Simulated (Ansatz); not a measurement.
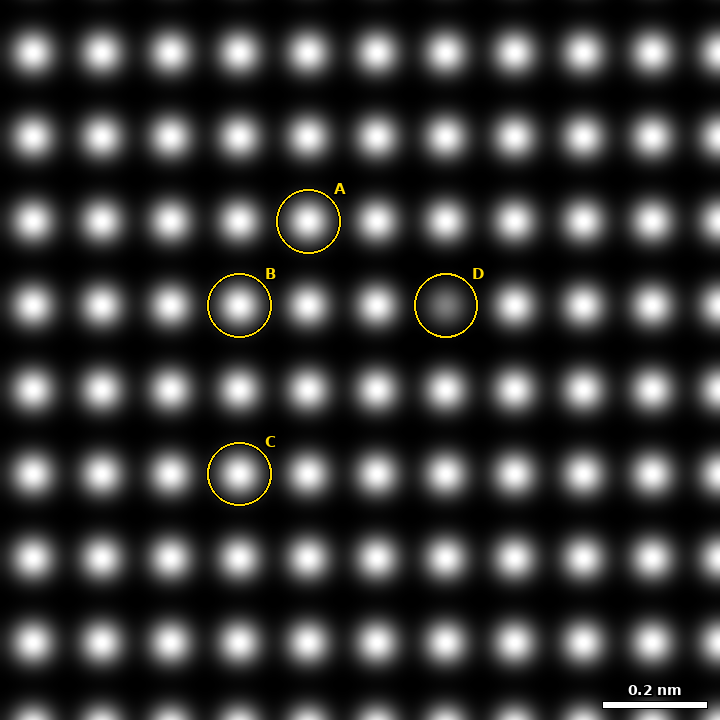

Z-contrast image of Co (Pm-3m, No. 221) along [211]. The image is simulated as a sum over atoms of Z^1.7, blurred by a 0.66 Å probe (no channelling). The probe carries 15 % of its weight in a tail 2.5 times as wide.

The sample is 2 repeats (11.4 Å) thick. One point defect was put into the perfect crystal, without relaxing the atoms around it. Brightness is counted from the darkest point of the image. Host structure: the input geometry of a calculation; the starting structure was generated, so it need not be a known form of this composition.

Which ringed column holds the defect, and does it scatter more or less than its equals?

Answer. D; it scatters less. The column holds 2 atoms (Co) through the sample, and one Co atom is missing, so its peak drops to about 50 % of that of its equals.
